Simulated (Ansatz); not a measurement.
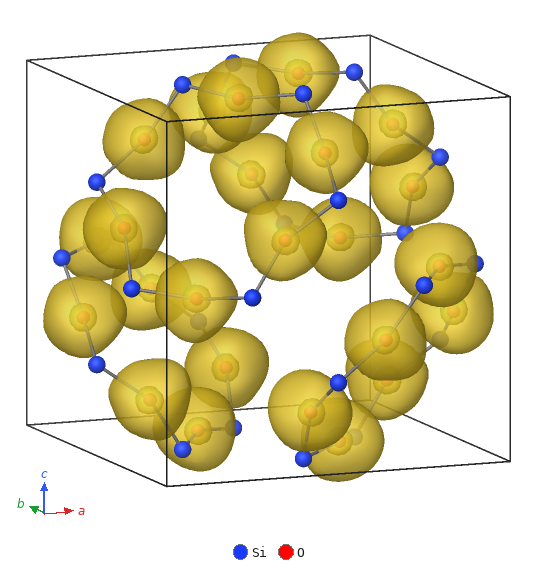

Figure. SiO2. Isosurface of the electron localisation function at 0.65 (yellow), seen slightly off an axis. Only the valence region is drawn (cores and ρ < 0.01 e/Å³ removed). Sticks mark near contacts.

Space group I-43m; a structure from a database of computed crystals, not necessarily the ambient phase.

These are results of DFT, r2SCAN, plane-wave PAW, default files, scalar-relativistic (Ansatz), not measurements.

**Where are the electrons localised?**

The ELF exceeds this value in 24 regions on O in which the atom's valence shell and bonds are merged, counted in one cell of 36 atoms. Any copies at cell faces, edges or corners count once. Profiles from the grid: Si–O (1.61 Å): the ELF peaks at about 0.85 between the atoms, as expected for a shared but strongly polarised pair.

**Does the calculation give a band gap?**

It is gapped, with a Kohn–Sham gap of 6.4 eV on the k-point mesh (the band edges may lie off the mesh, which would make the gap smaller).
